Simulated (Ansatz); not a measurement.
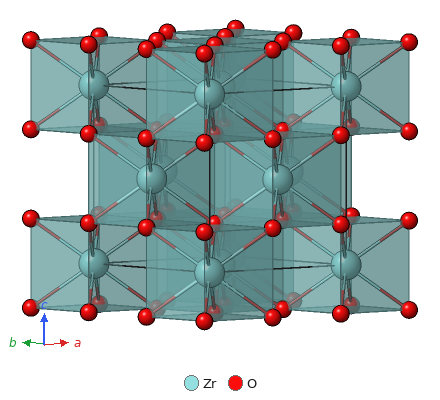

ZrO$_{2}$ (Fm-3m, No. 225): the end point of a relaxation with DFT PBEsol, scalar-relativistic, plane waves, PAW in Ansatz.

```
CELL_PARAMETERS angstrom
5.06404 0.00000 0.00000
0.00000 5.06404 0.00000
0.00000 0.00000 5.06404
ATOMIC_POSITIONS crystal
Zr 0.00000 0.00000 0.00000
O 0.25000 0.75000 0.75000
O 0.25000 0.25000 0.75000
Zr 0.00000 0.50000 0.50000
O 0.25000 0.25000 0.25000
O 0.25000 0.75000 0.25000
Zr 0.50000 0.00000 0.50000
O 0.75000 0.75000 0.25000
O 0.75000 0.25000 0.25000
Zr 0.50000 0.50000 0.00000
O 0.75000 0.25000 0.75000
O 0.75000 0.75000 0.75000
```

What will an integrated-DPC-like image along [110] show? Simulated as the projected potential of neutral atoms (B = 0.3 Å²) blurred by a 0.67 Å probe, the thin-sample limit of integrated differential phase contrast. The display is stretched by a gamma of 0.8; percentages refer to the linear signal.

The columns repeat on a centred rectangular net of 3.58 × 5.06 Å (plane group c2mm). The brightest columns hold 1 Zr per repeat; in falling brightness follow 1 O (about 30 %). Brightness is counted from the darkest point of the image. The closest visible columns (O and Zr) are 1.27 Å apart in projection. Along the beam the structure repeats every 3.58 Å.

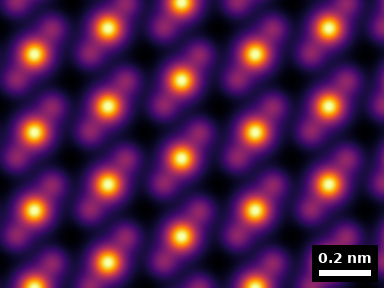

The simulated image.
